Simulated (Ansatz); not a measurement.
# Where Br_N puts its levels in the gap of AlN (P6_3mc)

Wanted: the transition levels of a substitutional impurity in AlN (P6_3mc), from a cell of 72 host atoms with 1 N taken out and 1 Br put in.

Calculated with Ansatz 0.2.0; place-levels on r2SCAN runs: charge-transition levels and formation energies with image-charge correction and potential alignment at the atomic sites; PAW set soft_1.

## Step 1: The structure

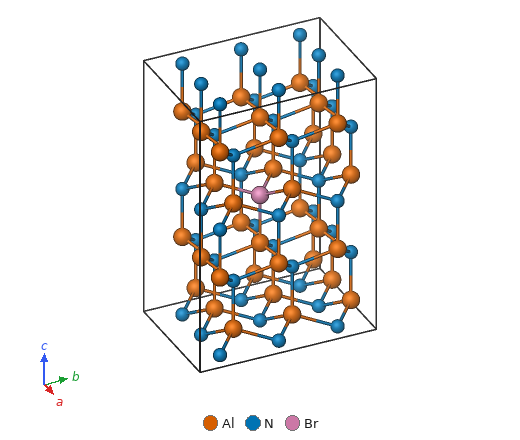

Start, viewed slightly off an axis; aluminium orange, nitrogen blue, bromine pink. Some periodic images of atoms are drawn too.

The cell holds 72 atoms: 36 Al, 35 N and 1 Br. Cell: a = 9.320 Å, b = 9.320 Å, c = 9.956 Å, α = 90.0°, β = 90.0°, γ = 120.0°. It derives from AlN (space group P6_3mc). Nearest the centre at fractional (0.556, 0.444, 0.440): Br35 at 0.00 Å, Al26 at 1.89 Å, Al58 at 1.89 Å, Al34 at 1.89 Å, Al33 at 1.90 Å, N28 at 3.07 Å, N32 at 3.07 Å, N60 at 3.07 Å.

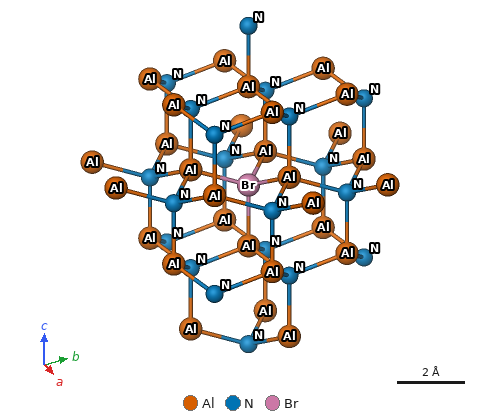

The atoms within 5 Å of the centre.

As a file:

```xyz
72
Lattice="9.3196 0.0000 0.0000 -4.6598 8.0710 0.0000 0.0000 0.0000 9.9565" Properties=species:S:1:pos:R:3 pbc="T T T"
Al    1.5533    0.8968    2.4852
Al    0.0000    1.7936    4.9743
N     1.5533    0.8968    4.3848
N     0.0000    1.7936    1.8957
Al    1.5533    0.8968    7.4634
Al    0.0000    1.7936    9.9525
N     1.5533    0.8968    9.3631
N     0.0000    1.7936    6.8739
Al    0.0000    3.5871    2.4852
Al   -1.5533    4.4839    4.9743
N     0.0000    3.5871    4.3848
N    -1.5533    4.4839    1.8957
Al    0.0000    3.5871    7.4634
Al   -1.5533    4.4839    9.9525
N     0.0000    3.5871    9.3631
N    -1.5533    4.4839    6.8739
Al   -1.5533    6.2774    2.4852
Al   -3.1065    7.1742    4.9743
N    -1.5533    6.2774    4.3848
N    -3.1065    7.1742    1.8957
Al   -1.5533    6.2774    7.4634
Al   -3.1065    7.1742    9.9525
N    -1.5533    6.2774    9.3631
N    -3.1065    7.1742    6.8739
Al    4.6598    0.8968    2.4852
Al    3.1065    1.7936    4.9743
N     4.6598    0.8968    4.3848
N     3.1065    1.7936    1.8957
Al    4.6598    0.8968    7.4634
Al    3.1065    1.7936    9.9525
N     4.6598    0.8968    9.3631
N     3.1065    1.7936    6.8739
Al    3.1065    3.5871    2.4852
Al    1.5533    4.4839    4.9743
Br    3.1065    3.5871    4.3848
N     1.5533    4.4839    1.8957
Al    3.1065    3.5871    7.4634
Al    1.5533    4.4839    9.9525
N     3.1065    3.5871    9.3631
N     1.5533    4.4839    6.8739
Al    1.5533    6.2774    2.4852
Al    0.0000    7.1742    4.9743
N     1.5533    6.2774    4.3848
N     0.0000    7.1742    1.8957
Al    1.5533    6.2774    7.4634
Al    0.0000    7.1742    9.9525
N     1.5533    6.2774    9.3631
N     0.0000    7.1742    6.8739
Al    7.7663    0.8968    2.4852
Al    6.2130    1.7936    4.9743
N     7.7663    0.8968    4.3848
N     6.2130    1.7936    1.8957
Al    7.7663    0.8968    7.4634
Al    6.2130    1.7936    9.9525
N     7.7663    0.8968    9.3631
N     6.2130    1.7936    6.8739
Al    6.2130    3.5871    2.4852
Al    4.6598    4.4839    4.9743
N     6.2130    3.5871    4.3848
N     4.6598    4.4839    1.8957
Al    6.2130    3.5871    7.4634
Al    4.6598    4.4839    9.9525
N     6.2130    3.5871    9.3631
N     4.6598    4.4839    6.8739
Al    4.6598    6.2774    2.4852
Al    3.1065    7.1742    4.9743
N     4.6598    6.2774    4.3848
N     3.1065    7.1742    1.8957
Al    4.6598    6.2774    7.4634
Al    3.1065    7.1742    9.9525
N     4.6598    6.2774    9.3631
N     3.1065    7.1742    6.8739
```

Screening for the image-charge correction: ε∞ = (4.49, 4.49, 4.72), ε0 = (8.15, 8.15, 9.65), computed on the host (DFPT, PBEsol, on the r2SCAN cell), and a cell off the functional's own equilibrium shifts the ionic part.

The cell's shortest repeat is 9.3 Å.

## Step 2: The runs of each charge state

A transition level is the Fermi level at which two charge states cost the same, so each charge needs its own total energy, at its own relaxed structure.

Each atom starts 0.05 Å or so off its site in a random direction: a symmetric start keeps its symmetry, and would miss off-centre moves and Jahn–Teller distortions. Forces are taken at one point at (¼, ¼, ¼). The cell holds 1 electron more than the neutral one, with a uniform background that keeps it neutral on the whole. The electron count is odd, so at least one spin is unpaired; this run locks the moment at 1 μB.

The sampling was tested on the host first: at the k-points planned (1x1x1 shifted 0.25 0.25 0.25) its energy lies -0.014 eV an atom from the dense-mesh value, under the bound of 0.02 eV set for this test; that bounds the host's error, not the defect's.

One state's input; the others differ in charge, spin, start and seed, and in occupations where the table says so.

qm1_M1.relax/input.yaml

```yaml
crystal:
  lattice:
    - [3.10652185, 3.0e-08, 0.0]
    - [-1.55326095, 2.69032682, 0.0]
    - [0.0, 0.0, 4.97823886]
  atoms:
    - { symbol: Al, position: [0.66666667, 0.33333333, 0.49920333] }
    - { symbol: Al, position: [0.33333333, 0.66666667, 0.99920333] }
    - { symbol: "N", position: [0.66666667, 0.33333333, 0.88079667] }
    - { symbol: "N", position: [0.33333333, 0.66666667, 0.38079667] }
  supercell: [3, 3, 2]
  defects: [{ substitution: { at: 34, symbol: Br } }]
total_charge: -1
basis:
  ecutwfc: 500
  xc_grid: 2
hamiltonian:
  xc: r2scan
  pseudopotentials: { kind: paw, azcp: { folder: soft_1 } }
kpoints:
  mp_grid: { grid: [1, 1, 1], shift: [0.25, 0.25, 0.25] }
magnetization:
  spin_polarized: true
  initial_magnetization: 1
  spin_locking: { lock_magnetization: hard }
scf:
  occupations: { method: fixed }
  max_iter: 80
output:
  forces: true
  charged_corrections: { epsilon: [4.49, 4.49, 4.72], static_epsilon: [8.15, 8.15, 9.65] }
relax:
  f_tol: 0.02
  max_steps: 80
  random_displacement: { amplitude: 0.05, seed: 6615 }
checkpoint:
  write: "../qm1_M1.relax.run"
  compress: false
  write_wavefunctions: true
  write_every: 100000
```

Launch:

```console
$ ansatz run input.yaml --threads 4 --pin off --max-ram 7536MiB --backend cpu --events-out ev --progress --plain --runs-dir out
```

Defect states can disperse in a cell of this size, so the energy is taken again at a 2×2×2 shifted mesh, on the relaxed structure.

The run of this state that the levels use, under r2SCAN:

qm1_M1.point/input.yaml

```yaml
crystal:
  checkpoint: "../qm1_M1.relax.run"
  host: checkpoint
total_charge: -1
basis:
  ecutwfc: 500
  xc_grid: 2
hamiltonian:
  xc: r2scan
  pseudopotentials: { kind: paw, azcp: { folder: soft_1 } }
kpoints:
  mp_grid: { grid: [2, 2, 2], shift: [0.5, 0.5, 0.5] }
magnetization:
  spin_polarized: true
  initial_magnetization: 1
  spin_locking: { lock_magnetization: hard }
scf:
  occupations: { method: fermi_dirac, width: 0.01 }
  max_iter: 80
output:
  forces: true
  eigenvalues: true
  charged_corrections:
    epsilon: [4.49, 4.49, 4.72]
    static_epsilon: [8.15, 8.15, 9.65]
    defect_position: [0.555556, 0.444444, 0.440398]
  eigenstates: { localisation: true }
  populations: true
  efg: {}
checkpoint:
  read: "../qm1_M1.relax.run"
  write: "../qm1_M1.point.run"
  compress: false
  write_wavefunctions: false
  write_every: 100000
```

Relaxations under r2SCAN at one point at (¼, ¼, ¼); times on 4 threads of Arm Neoverse V2, shared host:

```tsv
charge	moment (μB)	occupations	outcome	steps	largest displacement against the far atoms (Å)	time
−1	1	fixed	converged	15	1.02	8 min
0	0	fixed	converged	19	0.64	3.5 min
+1	1	fixed	converged	15	0.83	6.9 min
+2	0	fixed	converged	10	0.72	2 min
```

Single points under r2SCAN at a 2×2×2 shifted mesh; times on 4 threads of Arm Neoverse V2, shared host:

```tsv
charge	moment (μB)	occupations	outcome	time
−1	1	fermi-dirac	converged	3.4 min
0	0	fermi-dirac	converged	74 s
+1	1	fermi-dirac	converged	3.1 min
+2	0	fermi-dirac	converged	78 s
```

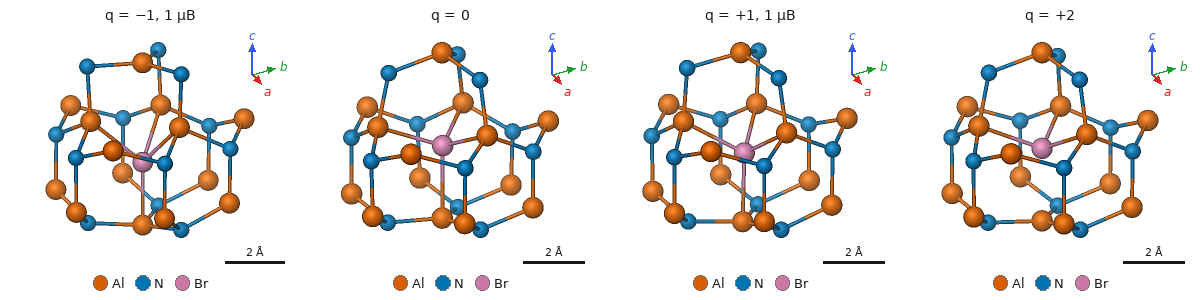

The structures near the centre after relaxation with r2SCAN, by charge.

Distances (Å) from Br35 to the nearest atoms after relaxation with r2SCAN:

```tsv
charge	moment (μB)	1.	2.	3.	4.	5.	6.
−1	1	Al 2.21	Al 2.36	Al 2.38	Al 2.41	N 2.77	N 2.77
0	0	Al 2.35	Al 2.35	Al 2.45	Al 2.50	N 3.05	N 3.05
+1	1	Al 2.32	Al 2.35	Al 2.35	Al 2.38	N 2.91	N 2.94
+2	0	Al 2.33	Al 2.33	Al 2.33	Al 2.49	N 3.05	N 3.05
```

## Step 3: Placing the levels, r2SCAN

A charged cell interacts with its images and the background, and its potential has another zero than the host's. place-levels removes the first by a point-charge model, screened by the static dielectric constant since the ions have relaxed around the charge, and the second by comparing potentials at atoms far from the defect.

The host is a run of the defect-free crystal in the same cutoffs, grids and k-points, so that basis and sampling errors cancel in part in the differences. The host is run in a cell of 8 atoms on a matching mesh. Its band edges are searched through the zone by a band path, so the gap is smaller than, or equal to, that on the mesh. Chemical potentials are energies per atom of N (N2 molecule) and Br (solid Br2 (Cmce)), run with the same functional and cutoff.

levels.point.yaml

```yaml
host:
  run: host.point.run
states: [qm1_M1.point.run, q0.point.run, qp1_M1.point.run, qp2.point.run]
geometry_from:
  qm1_M1.point.run: qm1_M1.relax.run
  q0.point.run: q0.relax.run
  qp1_M1.point.run: qp1_M1.relax.run
  qp2.point.run: qp2.relax.run
  host.point.run: host.relax.run
chemical_potentials:
  "N":
    energy: -384.814403
    dataset: "<sha256 of the dataset>"
  Br:
    energy: -2792.869391
    dataset: "<sha256 of the dataset>"
epsilon: [4.49, 4.49, 4.72]
static_epsilon: [8.15, 8.15, 9.65]
vertical:
  - { from: qm1_M1.point.run, to: qm1_M1.point_neutral.run }
  - { from: qp1_M1.point.run, to: qp1_M1.point_neutral.run }
  - { from: qp2.point.run, to: qp2.point_neutral.run }
```

Launch:

```console
$ ansatz place-levels levels.point.yaml -- --threads 4 --pin off --max-ram 7536MiB
```

Numbers of over 12 decimals in the logs are rounded to 6 here.

What it wrote:

```text
[... repeated set-up lines and file paths are left out, and long positions are rounded to six places ...]
(+2/+1) 4.677 eV above the valence edge, 0.200 eV under the conduction edge; not on the lower envelope
(+1/0) 3.613 eV above the valence edge, 1.265 eV under the conduction edge; not on the lower envelope
(0/-1) 5.248 eV above the valence edge, in the conduction band
(+2/0) 4.145 eV above the valence edge, 0.733 eV under the conduction edge: charges between them are lowest nowhere
formation energy of charge +2: +1.318 eV with the Fermi level at the valence edge
formation energy of charge +1: +5.995 eV with the Fermi level at the valence edge
formation energy of charge 0: +9.608 eV with the Fermi level at the valence edge
formation energy of charge -1: +14.855 eV with the Fermi level at the valence edge
vertical -1 to 0: no energy, since no alignment is typed
  the change from vertical[0].from (qm1_M1.point.run) to vertical[0].to (qm1_M1.point_neutral.run): by its potential at epsilon [4.49, 4.49, 4.72] it stands at 0.588 0.488 0.530, with an rms radius of about 2.2 Å (0.9 1.6 1.2 Å across the planes of the cell's [...]
vertical +1 to 0: no energy, since no alignment is typed
  the change from vertical[1].from (qp1_M1.point.run) to vertical[1].to (qp1_M1.point_neutral.run): by its spins about the atoms it stands at 0.441 0.393 0.565, with an rms radius of about 3.2 Å (1.6 1.8 2.1 Å across the planes of the cell's vectors); [...]
vertical +2 to 0: no energy, since no alignment is typed
  the change from vertical[2].from (qp2.point.run) to vertical[2].to (qp2.point_neutral.run): by its potential at epsilon [4.49, 4.49, 4.72] it stands at 0.302 0.698 0.550, with an rms radius of about 4.1 Å (2.5 2.5 2.1 Å across the planes of the cell's [...]
  edges by r2scan, gap 4.878 eV; the host is sampled to repeats of 18.64 Å
  the defect's cells are sampled to repeats of 18.64 Å, like sampling
  charge +2: -35846.0855 eV with its correction of +1.415 eV, at epsilon [8.15, 8.15, 9.65], aligned at sites: +0.1819 eV, mean over 33 atomic sites at or beyond 4.66 Å from the host's site at [0.5554, 0.4446, 0.4403] by the defect at [0.5556, 0.4444, [...]
  charge +1: -35834.4900 eV with its correction of +0.492 eV, at epsilon [8.15, 8.15, 9.65], aligned at sites: +0.2292 eV, mean over 33 atomic sites at or beyond 4.66 Å from the host's site at [0.5554, 0.4446, 0.4403] by the defect at [0.5556, 0.4444, [...]
  charge 0: +0.000 eV for its dipole among its images, +0.000 omitted
  charge -1: -35811.7935 eV with its correction of -0.033 eV, at epsilon [8.15, 8.15, 9.65], aligned at sites: +0.2955 eV, mean over 33 atomic sites at or beyond 4.66 Å from the host's site at [0.5554, 0.4446, 0.4403] by the defect at [0.5556, 0.4444, [...]
  of states[3] (qp2.point.run): it parts from the run at its places by a charge that spreads by about 2.5 Å along one vector (1.4 Å or more is wide), by its potential at epsilon [4.49, 4.49, 4.72], taken for that of held ions (one typed too small widens it), [...]
  of states[2] (qp1_M1.point.run): it parts from the run at its places by a charge that spreads by about 1.8 Å along one vector (1.4 Å or more is wide), by the spins about the atoms, where the cell does not tell a trapped carrier from a band state. [...]
  of states[1] (q0.point.run): its alignment with the host at atomic sites is doubtful: the mean over the far sites moves by +0.0947 eV from their farther parts to their nearer, more than 0.05 eV. [...]
  of states[0] (qm1_M1.point.run): it parts from the run at its places by a charge that spreads by about 1.6 Å along one vector (1.4 Å or more is wide), by its potential at epsilon [4.49, 4.49, 4.72], taken for that of held ions (one typed too small widens [...]
  of vertical[0].from (qm1_M1.point.run): its displacements don't fall off away from the defect: farther atoms stand 0.069 Å off the host's places. [...]
  of vertical[0].to (qm1_M1.point_neutral.run): its displacements don't fall off away from the defect: farther atoms stand 0.069 Å off the host's places. [...]
  of vertical[1].from (qp1_M1.point.run): its displacements don't fall off away from the defect: farther atoms stand 0.042 Å off the host's places. [...]
  of vertical[1].to (qp1_M1.point_neutral.run): its displacements don't fall off away from the defect: farther atoms stand 0.042 Å off the host's places. [...]
  of vertical[2].from (qp2.point.run): its displacements don't fall off away from the defect: farther atoms stand 0.025 Å off the host's places. [...]
  vertical[2].to (qp2.point_neutral.run): levels filled in part (TS 0.009 eV): its energy is of no whole electron's
  of vertical[2].to (qp2.point_neutral.run): its displacements don't fall off away from the defect: farther atoms stand 0.025 Å off the host's places. [...]
```

Elapsed: 0.42 s, on 4 threads of Arm Neoverse V2, shared host.

(Part 1 of 2 ends here.)

[Logs are printed without paths, hosts, clocks, repeated set-up lines and the standing remarks that a program may print on its own settings, such as how far it seeks lower states.]

[Hosts, paths, dates, database ids (printed as entryN), source tags and the programs' standing remarks are cut or masked in the printed files.]

[Where a table of states has a column of steps, it counts the stored structures, which are thinned; the runs took as many ionic steps or more.]

[A defect's name tells the site on which it was built; relaxed atoms can leave that site.]

[For some hosts the program warned that the k-mesh of the response run may be too coarse for force constants and the static dielectric constant; such warnings are not shown here.]
